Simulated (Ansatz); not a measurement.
**Run report: Ga$_{2}$O$_{3}$, geometry relaxation (part 1 of 2)**

System: Ga$_{2}$O$_{3}$ (C2/m, 10 atoms in the cell).
Method: DFT LDA, scalar-relativistic, plane waves, PAW, no spin polarisation (Ansatz 0.2.0).

The structure derives from a Materials Project entry.

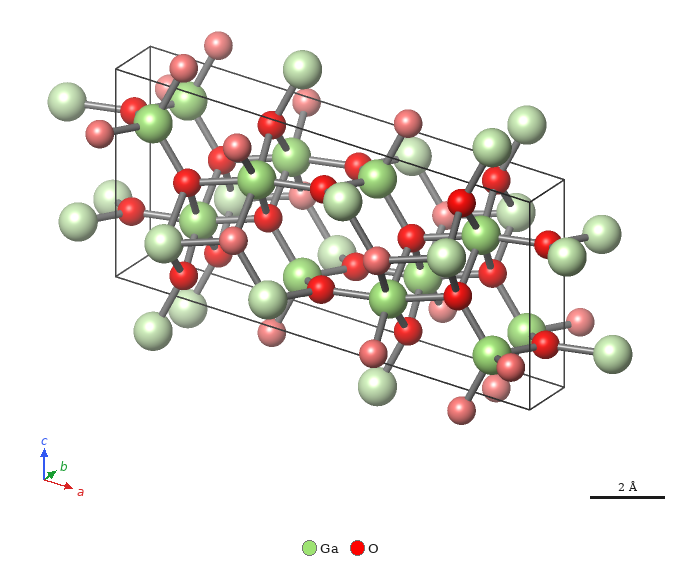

The input geometry (ball-and-stick view of the cell 2 times as large as that of the calculation, set on its symmetry axes, seen slightly off an axis; neighbours outside the cell are drawn fainter).

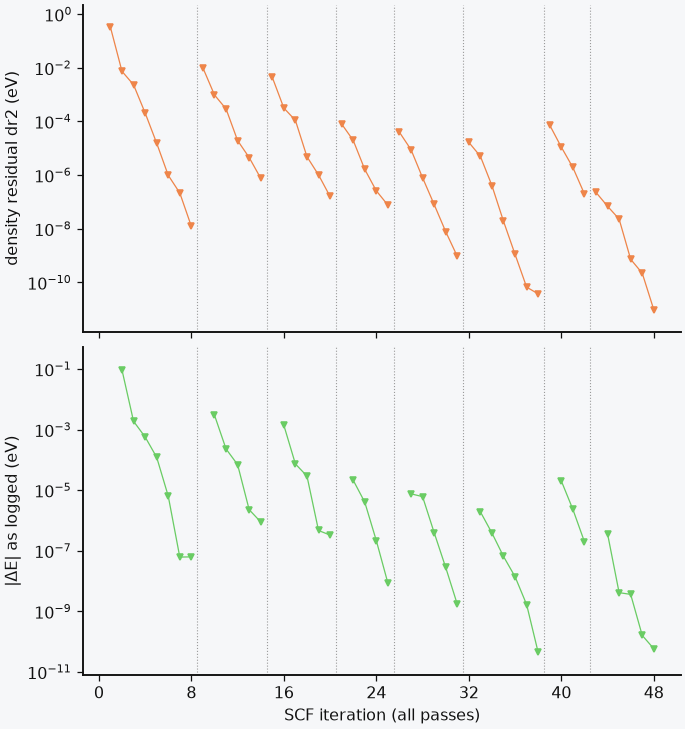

Convergence of the self-consistent field: density residual dr2 and size of the energy change against the SCF iteration. The dotted lines part the SCF passes of the relaxation: geometry steps, rejected trials and re-solves on a re-selected basis. The 8 passes take 4 to 8 iterations each, 48 in all.

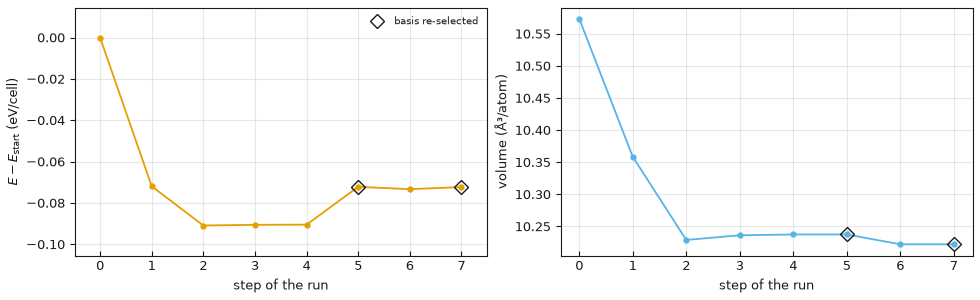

Progress of the relaxation, step by step (the first geometry is step 0 here and step 1 in the log).

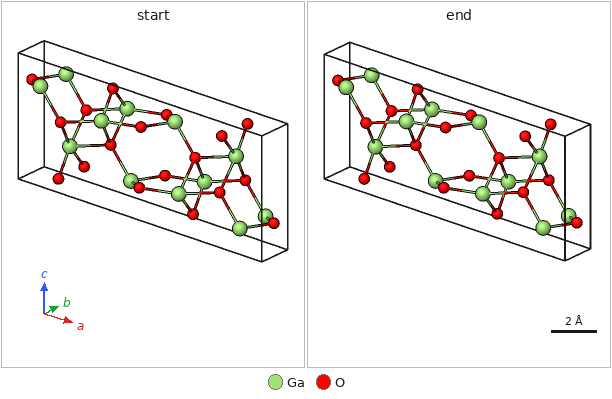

Before (left) and after (right) the relaxation, at one scale (ball-and-stick view of the cell 2 times as large as that of the calculation, set on its symmetry axes, seen slightly off an axis). Over 5 geometry steps the energy falls by 73.3 meV per cell of the calculation. The largest force component goes from 0.12 to 0.00073 eV/Å. Pressure: −6.55 GPa at the start and −0.01 GPa at the end. 1 further SCF at an unchanged geometry re-selected the plane-wave basis for the new cell. The largest moves relative to the cell, 0.014 Å, are those of O9 and O10. By element the largest moves are O 0.014 Å, Ga 0.003 Å. Cell: a 12.280 → 12.135 Å (−1.2 %), b 3.048 → 3.016 Å (−1.0 %), c 5.817 → 5.751 Å (−1.1 %). Volume −3.3 %. Distances before and after: Ga1–O7 2.079 → 2.054 Å, Ga1–O5 1.942 → 1.920 Å, Ga1–O10 1.948 → 1.928 Å, Ga3–O7 1.872 → 1.852 Å. The space group stays C2/m (No. 12). The energy change given includes the shifts at the re-selections in mid-walk, which come without any move. A last SCF at the same geometry on a re-selected plane-wave basis shifts the energy by +1.0 meV per cell of the calculation. (Atoms are counted from 1 in the order of the input.)

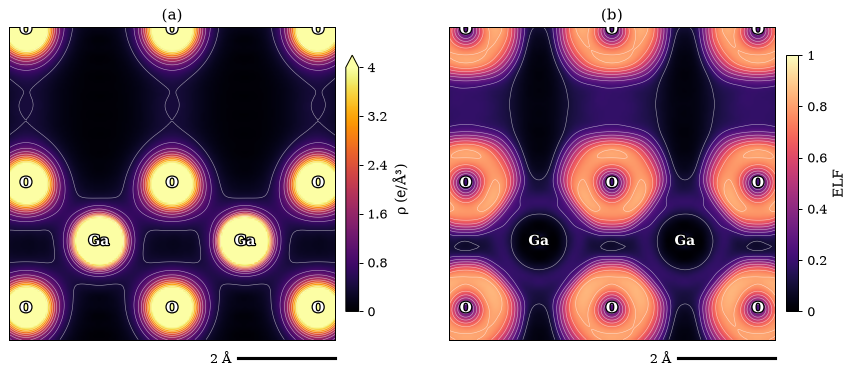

(a) valence pseudo-density; (b) electron localisation function on the (100) plane of the conventional cell. The plane passes through Ga and O nuclei. Ga–O (1.93 Å): ρ is about 0.7 e/Å³ halfway; the ELF is about 0.35 at the midpoint. Ga–O (2.05 Å): ρ is about 0.53 e/Å³ halfway; the ELF is about 0.30 at the midpoint. Away from the nuclei the density in this plane falls to 0.03 e/Å³ at its lowest. Core electrons are frozen (PAW), so the fields are smoothed inside the atomic spheres.

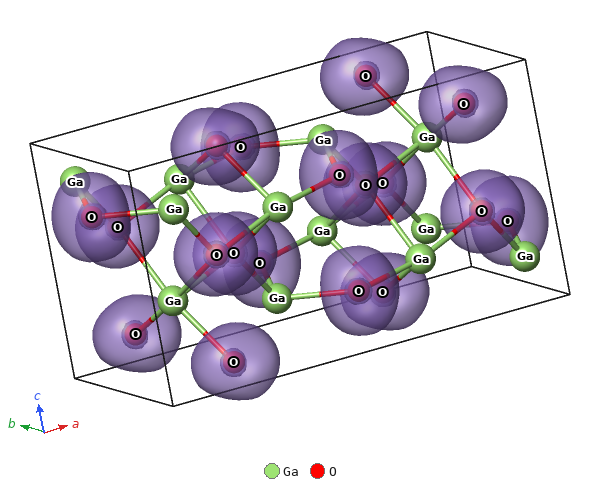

Isosurface of the electron localisation function at 0.6 (purple), seen at an oblique angle. Only the valence region is drawn (cores and ρ < 0.01 e/Å³ removed). Sticks mark near contacts. The outline is the cell set on symmetry axes. Values along the shortest contacts: Ga–O (1.82 Å): the ELF is about 0.40 at the midpoint. Ga–O (1.92 Å): the ELF is about 0.35 at the midpoint.

These pictures come from the run below.

The input
```yaml
crystal:
  lattice:
    - [6.14023671, -1.52378368, 0.0]
    - [6.14023671, 1.52378368, 0.0]
    - [-1.38413089, 0.0, 5.65034886]
  atoms:
    - { symbol: Ga, position: [0.3411617, 0.3411617, 0.68526966] }
    - { symbol: Ga, position: [0.6588383, 0.6588383, 0.31473034] }
    - { symbol: Ga, position: [0.9095256, 0.9095256, 0.205214] }
    - { symbol: Ga, position: [0.0904744, 0.0904744, 0.794786] }
    - { symbol: O, position: [0.50353087, 0.50353087, 0.74333591] }
    - { symbol: O, position: [0.49646913, 0.49646913, 0.25666409] }
    - { symbol: O, position: [0.82662894, 0.82662894, 0.43676984] }
    - { symbol: O, position: [0.17337106, 0.17337106, 0.56323016] }
    - { symbol: O, position: [0.16450498, 0.16450498, 0.10915408] }
    - { symbol: O, position: [0.83549502, 0.83549502, 0.89084592] }
basis:
  ecutwfc: 420
kpoints:
  mp_grid: { grid: [10, 10, 6] }
hamiltonian:
  xc: lda
scf:
  occupations: { method: gaussian, width: 0.02 }
output:
  forces: true
  stress: true
  eigenvalues: true
  write_density: true
  write_potential: true
  elf: true
  volumetric_format: npy
relax:
  adjacent_minimum: "off"
  f_tol: 0.005
  max_steps: 80
  cell: { stress_tol: 0.05 }
```

Command:
```bash
ansatz run input.yaml --threads 4 --pin off --max-ram 8192MiB --backend cpu --events-out ev --progress --plain --runs-dir out
```

What the program printed
```
basis.fft_grid_basis auto: the FFT boxes are laid along the combinations [[1, -1, 0], [0, 1, 0], [0, 0, 1]] of the cell's own vectors, 3.048, 6.326 and 5.817 Å long. The dense box has 24×45×40 points. Along the cell's own vectors, as sized, it would have 45×45×40, 1.88 times as many. Of the 4 symmetry operations that the crystal satisfies within crystal.symmetry.tolerance (time reversal apart; of a slab, those that keep its plane) the dense box along the cell's own vectors carries 4, and the one as laid loses 2 of those. basis.fft_grid_basis: typed keeps the cell's own vectors: state it where this run's energies or levels are differenced outside the engine with another run's, or held beside a run that keeps those vectors. Those combinations have planes normal to reciprocal vector 3, as the cell's own vectors have. Each planar average written beside output.write_density, output.write_potential has a row for each plane of the box: 40. The volumetric files lie along those combinations, not along the cell's own vectors: a cube or XSF file states them, and fields.json those of NumPy files.
Engine: ansatz 0.2.0, x86_64-unknown-linux-gnu
Pseudopotentials: kind: paw
Pseudopotential: Ga, paw, valence charge 13, recommended cutoff 420 eV (normal), Ga.paw.azcp
Pseudopotential: O, paw, valence charge 6, recommended cutoff 420 eV (normal), O.paw.azcp
Functional definition: SPW92
  exchange = slater_x
  correlation = pw_c
Crystal: 10 atoms, lattice volume = 105.734 Å³
Basis set: ecut = 420 eV, 2047 PW (Γ), FFT grids on a1−a2, a2, a3
Bands: 54, of which v1, the nominal top of the filled ones, is band 44 counted from 1 (43 counted from 0)
Symmetry: 4 space group operations
Space group: C2/m (ITA 12), of the structure as read, at distance tolerance 4.7e-5 Å
k-points: 172 of 600
Non-local potential: Ga, projectors of the file, l = 0: 2, l = 1: 2, l = 2: 3, l = 3: 1
Non-local potential: O, projectors of the file, l = 0: 2, l = 1: 2, l = 2: 1
PAW form: soft (Blöchl's): semilocal exchange-correlation on the pseudo side does not see the compensation charge
PAW frozen core: Ga, regenerated for the run's functional, and the local potential with it (the file was generated under x = pbe(κ = 0.804, μ = 0.2195149727645171), c = pbe(β = 0.06672455060314922))
PAW frozen core: O, regenerated for the run's functional, and the local potential with it (the file was generated under x = pbe(κ = 0.804, μ = 0.2195149727645171), c = pbe(β = 0.06672455060314922))
PAW one-centre angular grid: Ga, 590 points (default); XC on 64 Gauss nodes
PAW one-centre angular grid: O, 110 points (default); XC on 64 Gauss nodes
Initial density: superposition of atomic densities (neutral atoms: chi_scale 0, normalization atom), corrected by the library's trained network
Initial wavefunctions: pseudopotential atomic-orbital guess
Functional: x = slater, c = lda
SCF iter   1: F=—  HF=-18163.927225 eV  |F-HF|=—  |Δ(HF+E_count)|=         —  Δρ=1.92e-2  dr2=3.24e-1  ethr=1.77e-3  ⟨swp⟩=6.1  Hψ=34128  notcnv=0  defer=27
preconditioner: auto → Resta (q_TF=auto, 2.646 Å⁻¹)  ε∞=4.8  [insulator: Δε(μ)=2.005 eV  Ē_g=17.487 eV  σ=0.020 eV  W_gap=1.00  n_scr=34 (ndim 8)  ℏωp=33.9 eV  f_vac=0.015  D(μ)=0.00/eV (n_scr^D=0)  ε∞_Penn≈4.8]
SCF iter   2: F=—  HF=-18163.834095 eV  |F-HF|=—  |Δ(HF+E_count)|=   9.31e-2  Δρ=4.13e-3  dr2=7.34e-3  ethr=3.68e-4  ⟨swp⟩=2.0  Hψ=14112  notcnv=0  defer=683
SCF iter   3: F=—  HF=-18163.832215 eV  |F-HF|=—  |Δ(HF+E_count)|=   1.88e-3  Δρ=2.02e-3  dr2=2.31e-3  ethr=8.34e-6  ⟨swp⟩=2.4  Hψ=13820  notcnv=0  defer=683
SCF iter   4: F=—  HF=-18163.831642 eV  |F-HF|=—  |Δ(HF+E_count)|=   5.73e-4  Δρ=5.33e-4  dr2=2.07e-4  ethr=2.63e-6  ⟨swp⟩=3.0  Hψ=18247  notcnv=0  defer=683
SCF iter   5: F=—  HF=-18163.831521 eV  |F-HF|=—  |Δ(HF+E_count)|=   1.22e-4  Δρ=1.43e-4  dr2=1.54e-5  ethr=2.35e-7  ⟨swp⟩=2.0  Hψ=15367  notcnv=0  defer=683
SCF iter   6: F=—  HF=-18163.831527 eV  |F-HF|=—  |Δ(HF+E_count)|=   6.39e-6  Δρ=3.41e-5  dr2=9.75e-7  ethr=1.76e-8  ⟨swp⟩=3.0  Hψ=16210  notcnv=0  defer=683
SCF iter   7: F=—  HF=-18163.831527 eV  |F-HF|=—  |Δ(HF+E_count)|=   6.17e-8  Δρ=1.54e-5  dr2=2.14e-7  ethr=1.14e-10  ⟨swp⟩=13.8  Hψ=67701  notcnv=0
SCF iter   8: F=-18163.831527 eV  HF=-18163.831527 eV  |F-HF|=3.57e-10  |Δ(HF+E_count)|=   6.27e-8  Δρ=3.67e-6  dr2=1.22e-8  ethr=1.14e-10  ⟨swp⟩=7.9  Hψ=55417  notcnv=0
SCF 1 converged in 8 iterations: F = -18163.831527 eV  dr2 = 1.22e-8
  greatest PAW one-centre occupation: 0.998 electrons in one spin orbital (limit 2), on the Ga atom at site 1 (counted from 0), in its partial waves of l = 2
relax step   1: F+E_penalty+E_count = -18163.83152690 eV  Δ(F+E_penalty+E_count) = +0.000e0 eV  max|allowed force component| = 1.238e-1 eV/Å  Δτ_max = 0.0000 Å  P = -6.552 GPa  Ω = 105.734 Å³  (8 SCF iters, dr2 threshold 1.00e-7 eV, accepted)
Crystal: 10 atoms, lattice volume = 103.585 Å³
Basis set: ecut = 420 eV, 2017 PW (Γ), FFT grids on a1−a2, a2, a3
Initial density: handed on by an earlier stage of this run
Initial wavefunctions: those handed on with the density
iter 1 solved again at ethr=1.08e-5 eV; its pass at ethr=3.10e-3 eV (dr2=9.52e-3 eV) is discarded
SCF iter   1: F=—  HF=-18163.906774 eV  |F-HF|=—  |Δ(HF+E_count)|=         —  Δρ=3.72e-3  dr2=9.87e-3  ethr=1.08e-5  ⟨swp⟩=2.8  Hψ=41231  notcnv=0
preconditioner: auto → Resta (q_TF=auto, 2.655 Å⁻¹)  ε∞=4.7  [insulator: Δε(μ)=2.389 eV  Ē_g=17.730 eV  σ=0.020 eV  W_gap=1.00  n_scr=34 (ndim 8)  ℏωp=34.2 eV  f_vac=0.006  D(μ)=0.00/eV (n_scr^D=0)  ε∞_Penn≈4.7]
SCF iter   2: F=—  HF=-18163.903765 eV  |F-HF|=—  |Δ(HF+E_count)|=   3.01e-3  Δρ=1.26e-3  dr2=9.66e-4  ethr=1.08e-5  ⟨swp⟩=2.3  Hψ=18129  notcnv=0
SCF iter   3: F=—  HF=-18163.903535 eV  |F-HF|=—  |Δ(HF+E_count)|=   2.30e-4  Δρ=5.89e-4  dr2=2.92e-4  ethr=1.10e-6  ⟨swp⟩=1.0  Hψ=9288  notcnv=0
SCF iter   4: F=—  HF=-18163.903465 eV  |F-HF|=—  |Δ(HF+E_count)|=   6.98e-5  Δρ=1.62e-4  dr2=1.93e-5  ethr=3.32e-7  ⟨swp⟩=2.9  Hψ=18347  notcnv=0
SCF iter   5: F=—  HF=-18163.903463 eV  |F-HF|=—  |Δ(HF+E_count)|=   2.27e-6  Δρ=7.40e-5  dr2=4.49e-6  ethr=2.19e-8  ⟨swp⟩=2.0  Hψ=16563  notcnv=0
SCF iter   6: F=-18163.903461 eV  HF=-18163.903462 eV  |F-HF|=5.57e-7  |Δ(HF+E_count)|=   8.92e-7  Δρ=3.05e-5  dr2=7.58e-7  ethr=1.14e-9  ⟨swp⟩=6.8  Hψ=66263  notcnv=0
the search or the solves at the SCF's close seem to have found levels that the self-consistency loop had missed (the run counts 2). By its estimate they hold under 1e-12 electrons; where the run keeps them, the occupations were computed again with them
SCF 2 converged in 6 iterations: F = -18163.903461 eV  dr2 = 7.58e-7
relax step   2: F+E_penalty+E_count = -18163.90346141 eV  Δ(F+E_penalty+E_count) = -7.193e-2 eV  max|allowed force component| = 9.099e-2 eV/Å  Δτ_max = 0.0150 Å  P = -2.631 GPa  Ω = 103.585 Å³  energy of the carried Pulay correction = +1.370e-2 eV  (6 SCF iters, dr2 threshold 1.00e-6 eV, accepted)
Crystal: 10 atoms, lattice volume = 102.290 Å³
Basis set: ecut = 420 eV, 1993 PW (Γ), FFT grids on a1−a2, a2, a3
iter 1 solved again at ethr=5.28e-6 eV; its pass at ethr=3.10e-3 eV (dr2=4.65e-3 eV) is discarded
SCF iter   1: F=—  HF=-18163.923924 eV  |F-HF|=—  |Δ(HF+E_count)|=         —  Δρ=2.37e-3  dr2=4.40e-3  ethr=5.28e-6  ⟨swp⟩=2.1  Hψ=38225  notcnv=0
preconditioner: auto → Resta (q_TF=auto, 2.661 Å⁻¹)  ε∞=4.7  [insulator: Δε(μ)=2.504 eV  Ē_g=17.832 eV  σ=0.020 eV  W_gap=1.00  n_scr=34 (ndim 8)  ℏωp=34.4 eV  f_vac=0.006  D(μ)=0.00/eV (n_scr^D=0)  ε∞_Penn≈4.7]
SCF iter   2: F=—  HF=-18163.922535 eV  |F-HF|=—  |Δ(HF+E_count)|=   1.39e-3  Δρ=6.23e-4  dr2=3.14e-4  ethr=5.00e-6  ⟨swp⟩=2.3  Hψ=18299  notcnv=0
SCF iter   3: F=—  HF=-18163.922461 eV  |F-HF|=—  |Δ(HF+E_count)|=   7.34e-5  Δρ=3.35e-4  dr2=1.09e-4  ethr=3.57e-7  ⟨swp⟩=1.0  Hψ=9288  notcnv=0
SCF iter   4: F=—  HF=-18163.922432 eV  |F-HF|=—  |Δ(HF+E_count)|=   2.92e-5  Δρ=8.19e-5  dr2=4.81e-6  ethr=1.24e-7  ⟨swp⟩=3.0  Hψ=18731  notcnv=0
SCF iter   5: F=—  HF=-18163.922432 eV  |F-HF|=—  |Δ(HF+E_count)|=   4.66e-7  Δρ=3.61e-5  dr2=1.01e-6  ethr=1.14e-9  ⟨swp⟩=11.0  Hψ=82500  notcnv=0
SCF iter   6: F=-18163.922431 eV  HF=-18163.922431 eV  |F-HF|=1.30e-7  |Δ(HF+E_count)|=   3.28e-7  Δρ=1.45e-5  dr2=1.58e-7  ethr=1.14e-9  ⟨swp⟩=8.7  Hψ=64338  notcnv=0
SCF 3 converged in 6 iterations: F = -18163.922431 eV  dr2 = 1.58e-7
relax step   3: F+E_penalty+E_count = -18163.92243132 eV  Δ(F+E_penalty+E_count) = -1.897e-2 eV  max|allowed force component| = 1.725e-2 eV/Å  Δτ_max = 0.0038 Å  P = +0.109 GPa  Ω = 102.290 Å³  energy of the carried Pulay correction = +2.209e-2 eV  (6 SCF iters, dr2 threshold 1.00e-6 eV, accepted)
Crystal: 10 atoms, lattice volume = 102.362 Å³
iter 1 solved again at ethr=9.02e-8 eV; its pass at ethr=3.10e-3 eV (dr2=7.94e-5 eV) is discarded
SCF iter   1: F=—  HF=-18163.922116 eV  |F-HF|=—  |Δ(HF+E_count)|=         —  Δρ=5.03e-4  dr2=7.98e-5  ethr=9.02e-8  ⟨swp⟩=2.8  Hψ=35766  notcnv=0
preconditioner: auto → Resta (q_TF=auto, 2.660 Å⁻¹)  ε∞=4.7  [insulator: Δε(μ)=2.486 eV  Ē_g=17.806 eV  σ=0.020 eV  W_gap=1.00  n_scr=34 (ndim 8)  ℏωp=34.4 eV  f_vac=0.007  D(μ)=0.00/eV (n_scr^D=0)  ε∞_Penn≈4.7]
SCF iter   2: F=—  HF=-18163.922095 eV  |F-HF|=—  |Δ(HF+E_count)|=   2.13e-5  Δρ=2.46e-4  dr2=1.96e-5  ethr=9.02e-8  ⟨swp⟩=2.0  Hψ=15493  notcnv=0
SCF iter   3: F=—  HF=-18163.922091 eV  |F-HF|=—  |Δ(HF+E_count)|=   4.01e-6  Δρ=4.54e-5  dr2=1.62e-6  ethr=2.23e-8  ⟨swp⟩=2.6  Hψ=17920  notcnv=0
SCF iter   4: F=—  HF=-18163.922091 eV  |F-HF|=—  |Δ(HF+E_count)|=   2.15e-7  Δρ=1.57e-5  dr2=2.57e-7  ethr=1.84e-9  ⟨swp⟩=2.0  Hψ=16331  notcnv=0
SCF iter   5: F=-18163.922091 eV  HF=-18163.922091 eV  |F-HF|=5.99e-8  |Δ(HF+E_count)|=   8.54e-9  Δρ=1.01e-5  dr2=7.56e-8  ethr=1.25e-10  ⟨swp⟩=9.0  Hψ=56524  notcnv=0
SCF 4 converged in 5 iterations: F = -18163.922091 eV  dr2 = 7.56e-8
relax step   4: F+E_penalty+E_count = -18163.92209070 eV  Δ(F+E_penalty+E_count) = +3.406e-4 eV  max|allowed force component| = 5.326e-3 eV/Å  Δτ_max = 0.0028 Å  P = +0.001 GPa  Ω = 102.362 Å³  energy of the carried Pulay correction = +2.162e-2 eV  (5 SCF iters, dr2 threshold 1.10e-7 eV, accepted)
Crystal: 10 atoms, lattice volume = 102.375 Å³
iter 1 solved again at ethr=4.45e-8 eV; its pass at ethr=3.10e-3 eV (dr2=3.92e-5 eV) is discarded
SCF iter   1: F=—  HF=-18163.922033 eV  |F-HF|=—  |Δ(HF+E_count)|=         —  Δρ=3.47e-4  dr2=3.92e-5  ethr=4.45e-8  ⟨swp⟩=2.0  Hψ=28347  notcnv=0
preconditioner: auto → Resta (q_TF=auto, 2.660 Å⁻¹)  ε∞=4.7  [insulator: Δε(μ)=2.487 eV  Ē_g=17.806 eV  σ=0.020 eV  W_gap=1.00  n_scr=34 (ndim 8)  ℏωp=34.4 eV  f_vac=0.007  D(μ)=0.00/eV (n_scr^D=0)  ε∞_Penn≈4.7]
SCF iter   2: F=—  HF=-18163.922026 eV  |F-HF|=—  |Δ(HF+E_count)|=   7.56e-6  Δρ=1.67e-4  dr2=8.82e-6  ethr=4.45e-8  ⟨swp⟩=2.5  Hψ=12824  notcnv=0
SCF iter   3: F=—  HF=-18163.922020 eV  |F-HF|=—  |Δ(HF+E_count)|=   6.12e-6  Δρ=3.27e-5  dr2=7.92e-7  ethr=1.00e-8  ⟨swp⟩=2.2  Hψ=14990  notcnv=0
SCF iter   4: F=—  HF=-18163.922019 eV  |F-HF|=—  |Δ(HF+E_count)|=   3.98e-7  Δρ=8.86e-6  dr2=7.98e-8  ethr=9.00e-10  ⟨swp⟩=2.1  Hψ=16305  notcnv=0
SCF iter   5: F=—  HF=-18163.922019 eV  |F-HF|=—  |Δ(HF+E_count)|=   2.81e-8  Δρ=2.95e-6  dr2=7.76e-9  ethr=9.07e-11  ⟨swp⟩=2.0  Hψ=12323  notcnv=0
SCF iter   6: F=-18163.922019 eV  HF=-18163.922019 eV  |F-HF|=6.88e-10  |Δ(HF+E_count)|=   1.72e-9  Δρ=9.40e-7  dr2=9.33e-10  ethr=2.01e-12  ⟨swp⟩=7.0  Hψ=48847  notcnv=0
SCF 5 converged in 6 iterations: F = -18163.922019 eV  dr2 = 9.33e-10
relax step   5: F+E_penalty+E_count = -18163.92201943 eV  Δ(F+E_penalty+E_count) = +7.128e-5 eV  max|allowed force component| = 4.323e-3 eV/Å  Δτ_max = 0.0014 Å  P = +0.000 GPa  Ω = 102.375 Å³  energy of the carried Pulay correction = +2.154e-2 eV  (6 SCF iters, dr2 threshold 1.77e-9 eV, accepted)
Initial wavefunctions: pseudopotential atomic-orbital guess (no wavefunctions were taken with the density)
iter 1 solved again at ethr=3.14e-8 eV; its pass at ethr=3.10e-3 eV (dr2=2.77e-5 eV) is discarded
```
